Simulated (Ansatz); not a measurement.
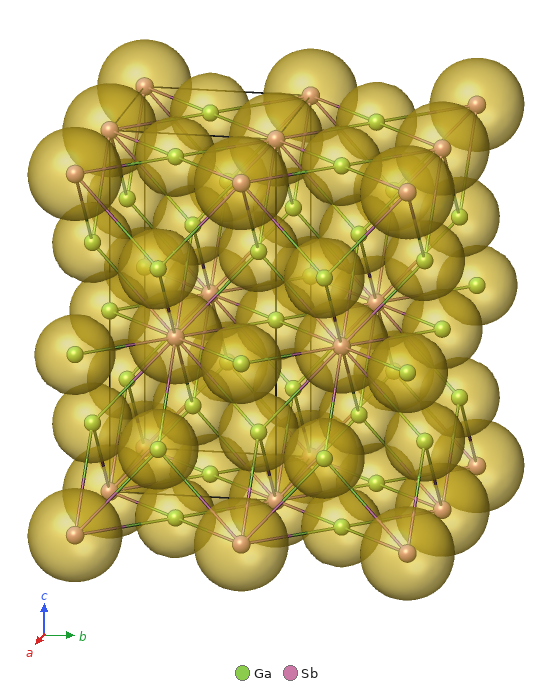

The picture shows: Ga₃Sb. Isosurface of the valence charge density (pseudo) at 0.3 e/Å³ (yellow), seen slightly off an axis. Sticks mark near contacts.

Space group I4/mmm; a structure from a database of computed crystals, not necessarily the ambient phase; computed pressure about −6 GPa in this cell.

Theory: DFT PBEsol+D3(BJ), scalar-relativistic, plane waves, PAW in Ansatz 0.2.0.

The density is the valence pseudo-density of a PAW calculation; it isn't the true density close to the nuclei.

```
CELL_PARAMETERS angstrom
4.31760 0.00000 0.00000
0.00000 4.31760 0.00000
0.00000 0.00000 9.52097
ATOMIC_POSITIONS crystal
Ga 0.00000 0.50000 0.25000
Ga 0.50000 0.00000 0.75000
Ga 0.50000 0.00000 0.25000
Ga 0.00000 0.50000 0.75000
Ga 0.00000 0.00000 0.50000
Ga 0.50000 0.50000 0.00000
Sb 0.00000 0.00000 0.00000
Sb 0.50000 0.50000 0.50000
```

### What does this surface tell about the bonding?

At this value the density breaks into separate islands; it holds about 80 % of the electrons treated as valence (semicore included). It bridges none of the near contacts. It is pinched off along the sampled Ga–Sb (3.05 Å) and Ga–Sb (3.21 Å) contacts. On the grid the lowest density along these lines, outside the cores, is 0.2 e/Å³ (Ga–Sb, 3.05 Å) and 0.15 e/Å³ (Ga–Sb, 3.21 Å).
